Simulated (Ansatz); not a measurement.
## STM study: Monolayer TiS2

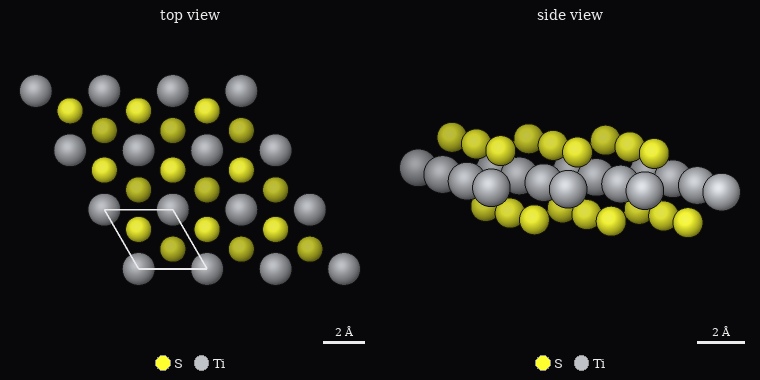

The relaxed structure from above and from the side.

Method: DFT PBE+D3(BJ), scalar-relativistic, plane waves, PAW (Ansatz). Cutoff 420 eV, 30 × 30 k-points, Gaussian smearing 0.05 eV, dipole correction. No spin polarisation. No Hubbard term, so a correlated insulator may come out metallic. The run warns that the functional's potential is rough in the thin density of the vacuum, where the tip is; weak contrasts and barriers may feel it.

Tersoff–Hamann simulation (s-wave tip); biases are sample biases. Bias windows are sharp sums over the levels of the k mesh.

Input

```yaml
crystal:
  lattice:
    - [3.3674503151, 2.8e-09, 0.0]
    - [-1.68372516, 2.9162975174, 0.0]
    - [0.0, 0.0, 20.8651132441]
  atoms:
    - { symbol: S, position: [0.6666666667, 0.3333333333, 0.4313420155] }
    - { symbol: Ti, position: [0.0, 0.0, 0.4999999998] }
    - { symbol: S, position: [0.3333333333, 0.6666666667, 0.5686579845] }
basis:
  ecutwfc: 420.0
  fft_grid_basis: typed
kpoints:
  mp_grid: { grid: [30, 30, 1] }
hamiltonian:
  xc: pbe
  dispersion: d3bj
scf:
  occupations: { method: gaussian, width: 0.05 }
output:
  forces: true
  eigenvalues: true
  band_densities:
    - { e_range: [-2.0, -1.0] }
    - { e_range: [-1.0, -0.5] }
    - { e_range: [-0.5, -0.25] }
    - { e_range: [-0.25, 0.0] }
    - { e_range: [0.0, 0.25] }
    - { e_range: [0.25, 0.5] }
    - { e_range: [0.5, 1.0] }
    - { e_range: [1.0, 1.5] }
  band_residual_tolerance: 1.0e-05
  write_potential: true
  elf: true
  write_density: true
  volumetric_format: npy
efield:
  axis: 3
  dipole_correction: true
  ramp_width: 0.04
checkpoint:
  read: start.run
  write: ck
  compress: false
  write_wavefunctions: false
  write_every: 100000
```

Command:

```sh
ansatz run input.yaml --threads 1 --pin off --max-ram 2211MiB --backend cpu --events-out ev --progress --plain --runs-dir out
```

Cost without the relaxation before it: 50 s on 1 thread of Arm Neoverse V1 (shared host), peak memory 0.55 GiB.

## 1. One image

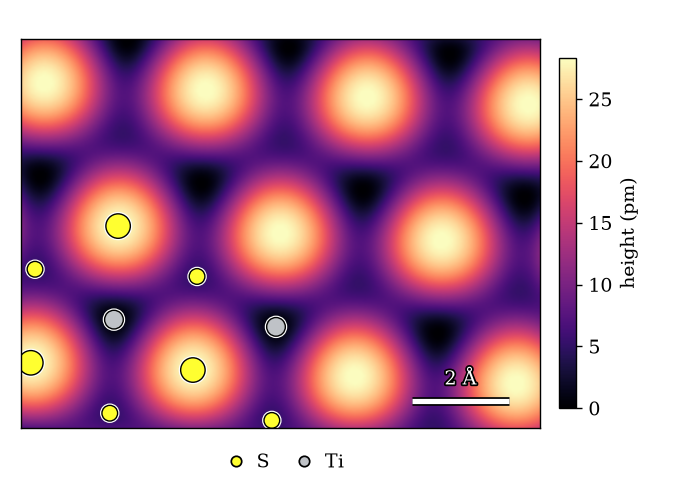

Constant-current image at a set point of 2.4 × 10⁻⁵ e/Å³ of this surface, sample bias −2.00 V. The atoms seen from above are drawn over one corner (deeper ones smaller).

> Assign the bright and dark features to the surface structure.

The brightest spots lie over the top S atoms; the darkest points are over the Ti atoms 1.4 Å below the top plane. The corrugation is 28 pm at a mean tip height of 3.5 Å.

## 2. Approach curves

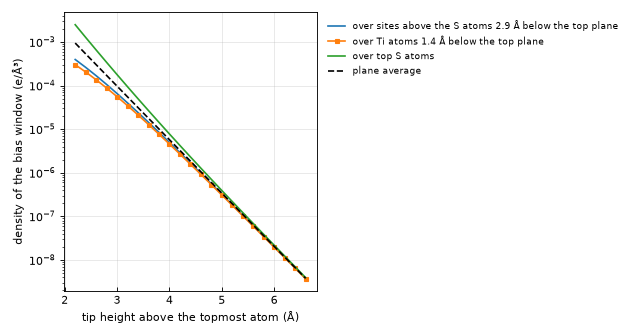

Approach curves over this surface at a sample bias of −2.00 V.

> Estimate the decay constant and the apparent barrier, and compare with the vacuum level, which the run puts 5.73 eV above zero bias.

Near 4 Å the plane average falls as exp(−2.82 z/Å), a factor of 17 per ångström, which gives an apparent barrier of 7.6 eV (0.952 eV Å² times the slope squared). The apparent barrier is above 5.73 eV. At 4 Å the 0.25 eV of states nearest the highest filled state carry under 1 % of the density, so deeper states, or ones away from the zone centre, set the barrier.

## 3. Barrier map

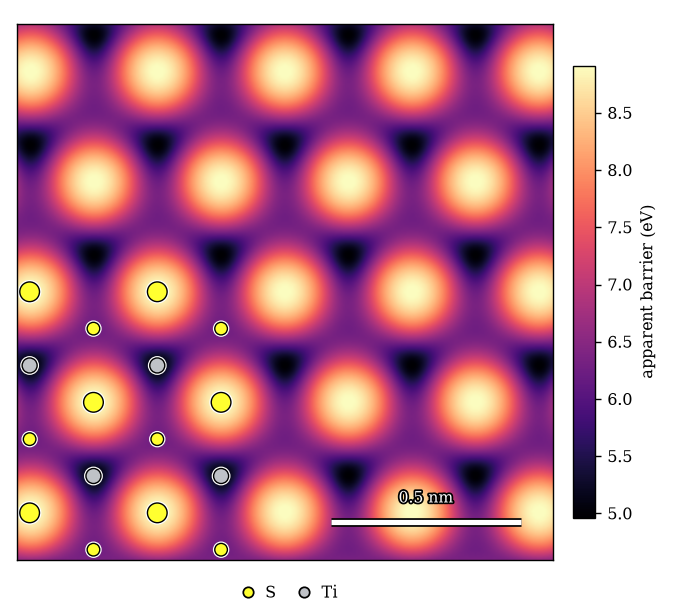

Map of the apparent barrier height, 0.952 eV Å² × (d ln I/dz)², 3.4 Å above this surface at +0.50 V; lighter colours are higher.

> Where is the apparent barrier highest and lowest, and over what range?

It is highest, 8.9 eV, over the top S atoms, and lowest, 5.0 eV, over the Ti atoms 1.4 Å below the top plane. The vacuum level lies 5.73 eV above zero bias. The high values lie on or round the bright spots: there the density falls fastest, as the corrugation dies out with height.
